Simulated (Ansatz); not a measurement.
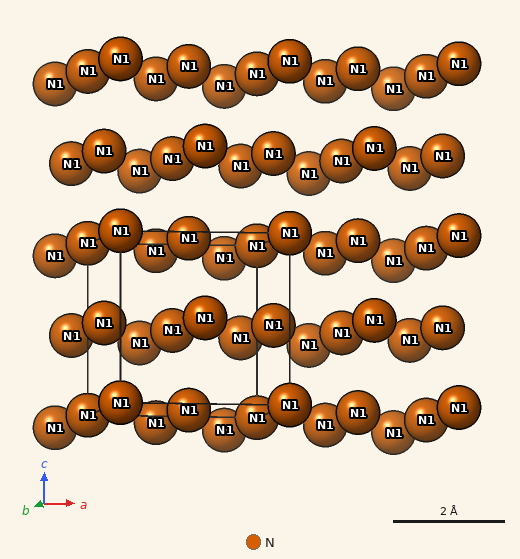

This is a symmetric starting cell of N. A ball-and-stick model of the conventional cell (4 times the calculation's cell), repeated 2 × 2 × 2 with one cell outlined, seen from a free direction. Lengths and directions refer to the drawn axes.

Level of theory: Ansatz 0.2.0, DFT LDA, scalar-relativistic, plane waves, PAW. Settings: plane-wave cutoff 420 eV; k-point mesh 22 × 22 × 22; occupations gaussian; smearing width 0.1 eV; no spin polarisation.

Change: All lengths are scaled by +2.2 % (volume +6.7 %), the atoms keeping their fractional coordinates. No relaxation follows. The starting cell wasn't computed here and needn't be at equilibrium, so pressure and forces aren't due to the change alone.

The input:
```yaml
crystal:
  lattice:
    - [0.0, 1.58774379, 1.58774379]
    - [1.58774379, 0.0, 1.58774379]
    - [1.58774379, 1.58774379, 0.0]
  atoms:
    - { symbol: "N", position: [0.0, 0.0, 0.0] }
basis:
  ecutwfc: 420
kpoints:
  mp_grid: { grid: [22, 22, 22] }
hamiltonian:
  xc: lda
scf:
  occupations: { method: gaussian, width: 0.1 }
output:
  forces: true
  stress: true
  eigenvalues: true
  populations: true
  write_density: true
  write_potential: true
  elf: true
  volumetric_format: npy
```

Run as
```bash
ansatz run input.yaml --threads 1 --pin off --max-ram 1331MiB --backend cpu --events-out ev --progress --plain --runs-dir out
```

> Predict the response.

The pressure is −21.6 GPa (not all of it need come from the change, since the unchanged cell can be under pressure at this level too). All forces vanish by symmetry. The space group stays Fm-3m (No. 225).

Drawn alike, the variant:

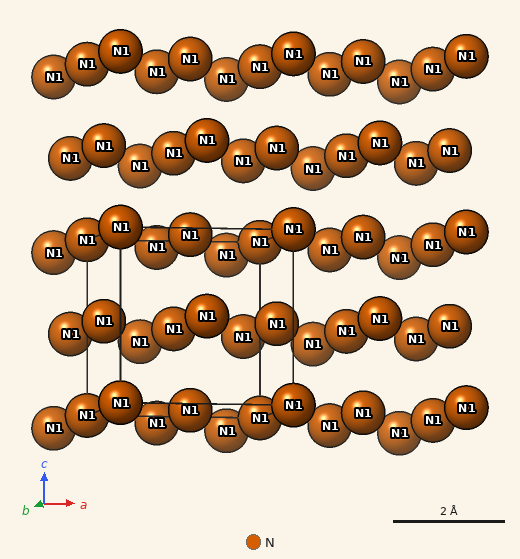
